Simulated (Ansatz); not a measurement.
# Geometry relaxation of CuO2 (part 3 of 4)

CuO2 (6 atoms in the cell); DFT r2SCAN+rVV10, scalar-relativistic, plane waves, PAW (Ansatz 0.2.0); cutoff 500 eV, 14×14×8 k-mesh, Gaussian smearing of 0.1 eV, collinear spins. The structure derives from a Materials Project entry. The run did not end well. It belongs to a series of runs on one base structure; here: dispersion relaxed: r2SCAN, rVV10. The run did not end well; see the last part.

Geometry of the input (Å; fractional positions):
```
1.4126  -5.2107  0.0000
1.4126  5.2107  0.0000
0.0000  0.0000  4.3434
Cu 0.8327  0.1673  0.2500
Cu 0.1673  0.8327  0.7500
O  0.4485  0.5515  0.2500
O  0.5515  0.4485  0.7500
O  0.2110  0.7890  0.2500
O  0.7890  0.2110  0.7500
```

**Log, continued**
```
SCF iter   1: F=—  HF=-15523.847300 eV  |F-HF|=—  |Δ(HF+E_count)|=         —  Δρ=1.30e-2 (↑9.46e-3 ↓1.30e-2)  dr2=6.08e-2  dr2_τ=2.08e-1  dr2_m=3.36e-2  M=2.002 μB ∫|m|=2.159 μB  β_m=1.20  ethr=9.79e-5  ⟨swp⟩=1.0  Hψ=96139  notcnv=0
preconditioner: auto → Kerker (q_TF=auto, 2.741 Å⁻¹)  [metal: Δε(μ)=0.008 eV  Ē_g=13.076 eV  σ=0.100 eV  W_gap=0.05  n_scr=14 (ndim 8)  ℏωp=32.4 eV  f_vac=0.072  D(μ)=1.78/eV (n_scr^D=8)]
spin=Collinear: Kerker preconditioning applied to the charge; magnetization (m = ρ↑ − ρ↓) channel mixes plain (no charge-response kernel on spin).
SCF iter   2: F=—  HF=-15523.944162 eV  |F-HF|=—  |Δ(HF+E_count)|=   9.69e-2  Δρ=5.10e-3 (↑4.87e-3 ↓5.10e-3)  dr2=1.05e-2  dr2_τ=6.19e-4  dr2_m=1.42e-3  M=2.005 μB ∫|m|=2.161 μB  β_m=1.20  ethr=9.79e-5  ⟨swp⟩=2.1  Hψ=43379  notcnv=0  κ⁻¹=1.0e0(r=1)
SCF iter   3: F=—  HF=-15523.949007 eV  |F-HF|=—  |Δ(HF+E_count)|=   4.84e-3  Δρ=3.73e-3 (↑3.50e-3 ↓3.73e-3)  dr2=6.96e-3  dr2_τ=2.53e-4  dr2_m=9.46e-5  M=2.005 μB ∫|m|=2.162 μB  β_m=1.20  ethr=1.69e-5  ⟨swp⟩=2.5  Hψ=38319  notcnv=0  κ⁻¹=1.4e-2(r=2)
SCF iter   4: F=—  HF=-15523.951752 eV  |F-HF|=—  |Δ(HF+E_count)|=   2.74e-3  Δρ=2.51e-3 (↑2.46e-3 ↓2.51e-3)  dr2=3.09e-3  dr2_τ=1.37e-4  dr2_m=1.41e-5  M=2.005 μB ∫|m|=2.162 μB  β_m=1.20  ethr=1.12e-5  ⟨swp⟩=1.0  Hψ=21660  notcnv=0  κ⁻¹=4.1e-3(r=3)
SCF iter   5: F=—  HF=-15523.954572 eV  |F-HF|=—  |Δ(HF+E_count)|=   2.82e-3  Δρ=7.43e-4 (↑6.09e-4 ↓7.43e-4)  dr2=7.05e-4  dr2_τ=9.02e-6  dr2_m=1.36e-5  M=2.006 μB ∫|m|=2.162 μB  β_m=1.20  ethr=4.98e-6  ⟨swp⟩=2.0  Hψ=36625  notcnv=0  κ⁻¹=3.0e-4(r=4)
SCF iter   6: F=—  HF=-15523.954752 eV  |F-HF|=—  |Δ(HF+E_count)|=   1.81e-4  Δρ=4.41e-4 (↑3.31e-4 ↓4.41e-4)  dr2=3.24e-4  dr2_τ=2.08e-6  dr2_m=4.75e-6  M=2.006 μB ∫|m|=2.161 μB  β_m=1.20  ethr=1.14e-6  ⟨swp⟩=1.0  Hψ=21660  notcnv=0  κ⁻¹=1.4e-4(r=5)
SCF iter   7: F=—  HF=-15523.954726 eV  |F-HF|=—  |Δ(HF+E_count)|=   2.59e-5  Δρ=2.42e-4 (↑1.94e-4 ↓2.42e-4)  dr2=1.21e-4  dr2_τ=7.85e-7  dr2_m=9.27e-7  M=2.006 μB ∫|m|=2.161 μB  β_m=1.20  ethr=5.22e-7  ⟨swp⟩=1.0  Hψ=21660  notcnv=0  κ⁻¹=4.7e-5(r=6)
SCF iter   8: F=—  HF=-15523.954704 eV  |F-HF|=—  |Δ(HF+E_count)|=   2.25e-5  Δρ=1.36e-4 (↑1.17e-4 ↓1.36e-4)  dr2=2.78e-5  dr2_τ=2.24e-7  dr2_m=2.85e-7  M=2.005 μB ∫|m|=2.161 μB  β_m=1.20  ethr=1.95e-7  ⟨swp⟩=1.0  Hψ=21861  notcnv=0  κ⁻¹=9.9e-6(r=7)
SCF iter   9: F=—  HF=-15523.954709 eV  |F-HF|=—  |Δ(HF+E_count)|=   5.23e-6  Δρ=1.47e-4 (↑1.01e-4 ↓1.47e-4)  dr2=1.98e-5  dr2_τ=1.51e-7  dr2_m=5.19e-7  M=2.005 μB ∫|m|=2.161 μB  β_m=1.20  ethr=4.49e-8  ⟨swp⟩=1.5  Hψ=27353  notcnv=0  κ⁻¹=8.2e-6(r=8)
SCF iter  10: F=—  HF=-15523.954718 eV  |F-HF|=—  |Δ(HF+E_count)|=   8.93e-6  Δρ=8.23e-5 (↑5.52e-5 ↓8.23e-5)  dr2=6.63e-6  dr2_τ=3.85e-8  dr2_m=1.49e-7  M=2.005 μB ∫|m|=2.161 μB  β_m=1.20  ethr=3.19e-8  ⟨swp⟩=2.0  Hψ=32232  notcnv=0  κ⁻¹=2.8e-5(r=8)
SCF iter  11: F=—  HF=-15523.954718 eV  |F-HF|=—  |Δ(HF+E_count)|=   5.50e-7  Δρ=2.61e-5 (↑2.16e-5 ↓2.61e-5)  dr2=1.24e-6  dr2_τ=1.46e-8  dr2_m=2.65e-8  M=2.005 μB ∫|m|=2.161 μB  β_m=1.20  ethr=1.07e-8  ⟨swp⟩=1.0  Hψ=21660  notcnv=0  κ⁻¹=6.9e-5(r=8)
SCF iter  12: F=-15523.954718 eV  HF=-15523.954717 eV  |F-HF|=2.81e-7  |Δ(HF+E_count)|=   3.13e-7  Δρ=2.18e-5 (↑1.71e-5 ↓2.18e-5)  dr2=4.53e-7  dr2_τ=2.85e-9  dr2_m=9.93e-9  M=2.005 μB ∫|m|=2.161 μB  ethr=9.68e-10  ⟨swp⟩=4.6  Hψ=75833  notcnv=0
SCF 2 converged in 12 iterations: F = -15523.954718 eV  dr2 = 4.53e-7
relax step   2: F+E_penalty+E_count = -15523.95471756 eV  Δ(F+E_penalty+E_count) = -1.051e-1 eV  max|allowed force component| = 4.462e-1 eV/Å  Δτ_max = 0.0840 Å  P = -4.168 GPa  Ω = 60.283 Å³  energy of the carried Pulay correction = +2.950e-3 eV  (12 SCF iters, dr2 threshold 6.00e-7 eV, accepted)
Crystal: 6 atoms, lattice volume = 59.256 Å³
Basis set: ecut = 500 eV, 1505 PW (Γ), exchange–correlation on 180×180×144 points (64 copies of the dense FFT grid, shifted against one another)
rVV10 density: all electrons in the spheres
iter 1 solved again at ethr=8.55e-5 eV; its pass at ethr=3.10e-3 eV (dr2=5.30e-2 eV) is discarded
SCF iter   1: F=—  HF=-15523.972817 eV  |F-HF|=—  |Δ(HF+E_count)|=         —  Δρ=7.19e-3 (↑4.32e-3 ↓7.19e-3)  dr2=5.31e-2  dr2_τ=8.87e-3  dr2_m=1.85e-3  M=1.998 μB ∫|m|=2.150 μB  β_m=1.20  ethr=8.55e-5  ⟨swp⟩=1.0  Hψ=94305  notcnv=0
preconditioner: auto → Kerker (q_TF=auto, 2.749 Å⁻¹)  [metal: Δε(μ)=0.003 eV  Ē_g=13.297 eV  σ=0.100 eV  W_gap=0.02  n_scr=14 (ndim 8)  ℏωp=32.7 eV  f_vac=0.079  D(μ)=1.81/eV (n_scr^D=8)]
spin=Collinear: Kerker preconditioning applied to the charge; magnetization (m = ρ↑ − ρ↓) channel mixes plain (no charge-response kernel on spin).
SCF iter   2: F=—  HF=-15523.984640 eV  |F-HF|=—  |Δ(HF+E_count)|=   1.18e-2  Δρ=2.40e-3 (↑1.07e-3 ↓2.40e-3)  dr2=1.89e-3  dr2_τ=1.48e-4  dr2_m=9.12e-4  M=2.000 μB ∫|m|=2.149 μB  β_m=1.20  ethr=8.55e-5  ⟨swp⟩=2.3  Hψ=35005  notcnv=0  κ⁻¹=1.0e0(r=1)
SCF iter   3: F=—  HF=-15523.984298 eV  |F-HF|=—  |Δ(HF+E_count)|=   3.42e-4  Δρ=1.12e-3 (↑8.11e-4 ↓1.12e-3)  dr2=1.58e-3  dr2_τ=1.30e-5  dr2_m=4.76e-5  M=2.000 μB ∫|m|=2.151 μB  β_m=1.20  ethr=3.05e-6  ⟨swp⟩=2.0  Hψ=39692  notcnv=0  κ⁻¹=1.3e-2(r=2)
SCF iter   4: F=—  HF=-15523.984105 eV  |F-HF|=—  |Δ(HF+E_count)|=   1.93e-4  Δρ=4.68e-4 (↑4.13e-4 ↓4.68e-4)  dr2=3.00e-4  dr2_τ=3.63e-6  dr2_m=3.14e-6  M=2.000 μB ∫|m|=2.151 μB  β_m=1.20  ethr=2.54e-6  ⟨swp⟩=1.0  Hψ=21660  notcnv=0  κ⁻¹=2.0e-3(r=3)
SCF iter   5: F=—  HF=-15523.984166 eV  |F-HF|=—  |Δ(HF+E_count)|=   6.14e-5  Δρ=2.77e-4 (↑2.62e-4 ↓2.77e-4)  dr2=8.35e-5  dr2_τ=1.79e-6  dr2_m=2.07e-7  M=2.000 μB ∫|m|=2.150 μB  β_m=1.20  ethr=4.84e-7  ⟨swp⟩=2.0  Hψ=32451  notcnv=0  κ⁻¹=1.4e-4(r=4)
SCF iter   6: F=—  HF=-15523.984228 eV  |F-HF|=—  |Δ(HF+E_count)|=   6.20e-5  Δρ=1.97e-4 (↑1.57e-4 ↓1.97e-4)  dr2=4.52e-5  dr2_τ=6.32e-7  dr2_m=5.72e-7  M=2.000 μB ∫|m|=2.150 μB  β_m=1.20  ethr=1.35e-7  ⟨swp⟩=2.4  Hψ=35499  notcnv=0  κ⁻¹=5.0e-5(r=5)
SCF iter   7: F=—  HF=-15523.984262 eV  |F-HF|=—  |Δ(HF+E_count)|=   3.36e-5  Δρ=1.50e-4 (↑1.12e-4 ↓1.50e-4)  dr2=4.01e-5  dr2_τ=1.43e-7  dr2_m=2.80e-7  M=2.000 μB ∫|m|=2.150 μB  β_m=1.20  ethr=7.28e-8  ⟨swp⟩=2.0  Hψ=33839  notcnv=0  κ⁻¹=1.4e-5(r=6)
SCF iter   8: F=—  HF=-15523.984256 eV  |F-HF|=—  |Δ(HF+E_count)|=   5.31e-6  Δρ=9.93e-5 (↑7.82e-5 ↓9.93e-5)  dr2=2.02e-5  dr2_τ=7.36e-8  dr2_m=9.54e-8  M=2.000 μB ∫|m|=2.150 μB  β_m=1.20  ethr=6.47e-8  ⟨swp⟩=1.0  Hψ=21660  notcnv=0  κ⁻¹=2.5e-6(r=7)
SCF iter   9: F=—  HF=-15523.984252 eV  |F-HF|=—  |Δ(HF+E_count)|=   3.98e-6  Δρ=7.12e-5 (↑4.97e-5 ↓7.12e-5)  dr2=4.13e-6  dr2_τ=2.90e-8  dr2_m=9.15e-8  M=2.000 μB ∫|m|=2.150 μB  β_m=1.20  ethr=3.26e-8  ⟨swp⟩=2.0  Hψ=31402  notcnv=0  κ⁻¹=2.5e-7(r=8)
SCF iter  10: F=—  HF=-15523.984254 eV  |F-HF|=—  |Δ(HF+E_count)|=   1.98e-6  Δρ=5.06e-5 (↑3.19e-5 ↓5.06e-5)  dr2=2.07e-6  dr2_τ=9.25e-9  dr2_m=5.76e-8  M=2.000 μB ∫|m|=2.150 μB  β_m=1.20  ethr=6.66e-9  ⟨swp⟩=2.0  Hψ=35951  notcnv=0  κ⁻¹=3.0e-6(r=8)
SCF iter  11: F=—  HF=-15523.984255 eV  |F-HF|=—  |Δ(HF+E_count)|=   8.17e-7  Δρ=3.87e-5 (↑2.36e-5 ↓3.87e-5)  dr2=1.54e-6  dr2_τ=6.99e-9  dr2_m=3.50e-8  M=2.000 μB ∫|m|=2.150 μB  β_m=1.20  ethr=3.34e-9  ⟨swp⟩=1.5  Hψ=27237  notcnv=0  κ⁻¹=1.8e-5(r=8)
SCF iter  12: F=-15523.984255 eV  HF=-15523.984255 eV  |F-HF|=2.70e-8  |Δ(HF+E_count)|=   1.68e-7  Δρ=9.37e-6 (↑8.36e-6 ↓9.37e-6)  dr2=9.37e-8  dr2_τ=7.60e-10  dr2_m=1.26e-9  M=2.000 μB ∫|m|=2.150 μB  ethr=9.68e-10  ⟨swp⟩=2.5  Hψ=65789  notcnv=0
SCF 3 converged in 12 iterations: F = -15523.984255 eV  dr2 = 9.37e-8
relax step   3: F+E_penalty+E_count = -15523.98425504 eV  Δ(F+E_penalty+E_count) = -2.954e-2 eV  max|allowed force component| = 6.126e-2 eV/Å  Δτ_max = 0.0115 Å  P = +0.410 GPa  Ω = 59.256 Å³  energy of the carried Pulay correction = +3.810e-3 eV  (12 SCF iters, dr2 threshold 6.00e-7 eV, accepted)
Crystal: 6 atoms, lattice volume = 59.656 Å³
Basis set: ecut = 500 eV, 1521 PW (Γ), exchange–correlation on 180×180×144 points (64 copies of the dense FFT grid, shifted against one another)
rVV10 density: all electrons in the spheres
iter 1 solved again at ethr=8.18e-6 eV; its pass at ethr=3.10e-3 eV (dr2=5.07e-3 eV) is discarded
SCF iter   1: F=—  HF=-15523.982993 eV  |F-HF|=—  |Δ(HF+E_count)|=         —  Δρ=1.91e-3 (↑1.10e-3 ↓1.91e-3)  dr2=5.08e-3  dr2_τ=2.72e-3  dr2_m=4.92e-4  M=2.000 μB ∫|m|=2.151 μB  β_m=1.20  ethr=8.18e-6  ⟨swp⟩=1.0  Hψ=92846  notcnv=0
preconditioner: auto → Kerker (q_TF=auto, 2.746 Å⁻¹)  [metal: Δε(μ)=0.004 eV  Ē_g=13.277 eV  σ=0.100 eV  W_gap=0.02  n_scr=14 (ndim 8)  ℏωp=32.6 eV  f_vac=0.087  D(μ)=1.71/eV (n_scr^D=8)]
spin=Collinear: Kerker preconditioning applied to the charge; magnetization (m = ρ↑ − ρ↓) channel mixes plain (no charge-response kernel on spin).
SCF iter   2: F=—  HF=-15523.988031 eV  |F-HF|=—  |Δ(HF+E_count)|=   5.04e-3  Δρ=5.53e-4 (↑5.53e-4 ↓5.24e-4)  dr2=7.73e-4  dr2_τ=1.90e-5  dr2_m=5.17e-6  M=2.000 μB ∫|m|=2.152 μB  β_m=1.20  ethr=8.18e-6  ⟨swp⟩=2.1  Hψ=37287  notcnv=0  κ⁻¹=1.0e0(r=1)
SCF iter   3: F=—  HF=-15523.988090 eV  |F-HF|=—  |Δ(HF+E_count)|=   5.91e-5  Δρ=3.85e-4 (↑3.68e-4 ↓3.85e-4)  dr2=1.89e-4  dr2_τ=4.72e-6  dr2_m=2.81e-6  M=2.000 μB ∫|m|=2.152 μB  β_m=1.20  ethr=1.25e-6  ⟨swp⟩=1.0  Hψ=21660  notcnv=0  κ⁻¹=5.3e-2(r=2)
SCF iter   4: F=—  HF=-15523.988131 eV  |F-HF|=—  |Δ(HF+E_count)|=   4.12e-5  Δρ=2.59e-4 (↑2.43e-4 ↓2.59e-4)  dr2=9.93e-5  dr2_τ=1.43e-6  dr2_m=5.37e-7  M=2.000 μB ∫|m|=2.152 μB  β_m=1.20  ethr=3.04e-7  ⟨swp⟩=1.0  Hψ=21660  notcnv=0  κ⁻¹=4.9e-3(r=3)
SCF iter   5: F=—  HF=-15523.988158 eV  |F-HF|=—  |Δ(HF+E_count)|=   2.72e-5  Δρ=1.09e-4 (↑9.72e-5 ↓1.09e-4)  dr2=4.23e-5  dr2_τ=4.71e-7  dr2_m=9.01e-7  M=2.000 μB ∫|m|=2.152 μB  β_m=1.20  ethr=1.60e-7  ⟨swp⟩=2.4  Hψ=29665  notcnv=0  κ⁻¹=2.6e-3(r=4)
SCF iter   6: F=—  HF=-15523.988156 eV  |F-HF|=—  |Δ(HF+E_count)|=   2.62e-6  Δρ=6.89e-5 (↑6.76e-5 ↓6.89e-5)  dr2=1.07e-5  dr2_τ=1.69e-7  dr2_m=9.92e-8  M=2.000 μB ∫|m|=2.152 μB  β_m=1.20  ethr=6.82e-8  ⟨swp⟩=1.6  Hψ=27254  notcnv=0  κ⁻¹=5.2e-4(r=5)
```

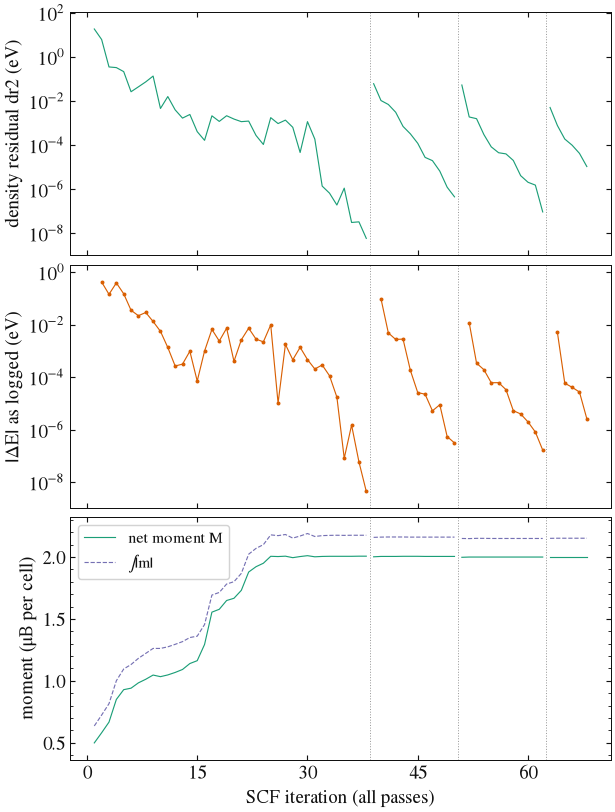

Fig. 1: Convergence of the self-consistent field: density residual dr2, size of the energy change and magnetic moment against the SCF iteration. Dotted lines part the SCF passes that the log prints in full. The net moment goes from 0.5 to 2.0 μB per cell.

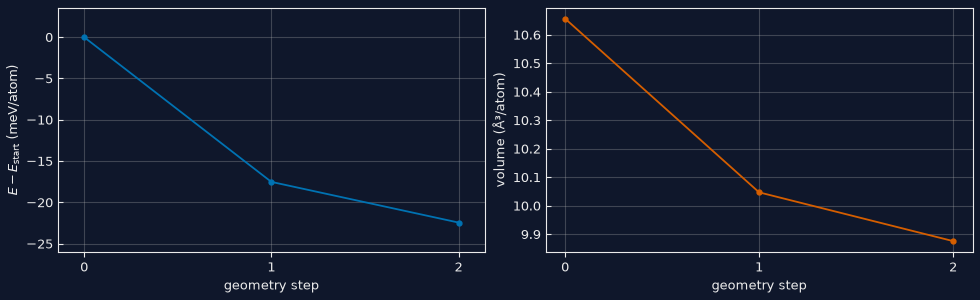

Fig. 2: Progress of the relaxation, step by step (the first geometry is step 0 here and step 1 in the log).
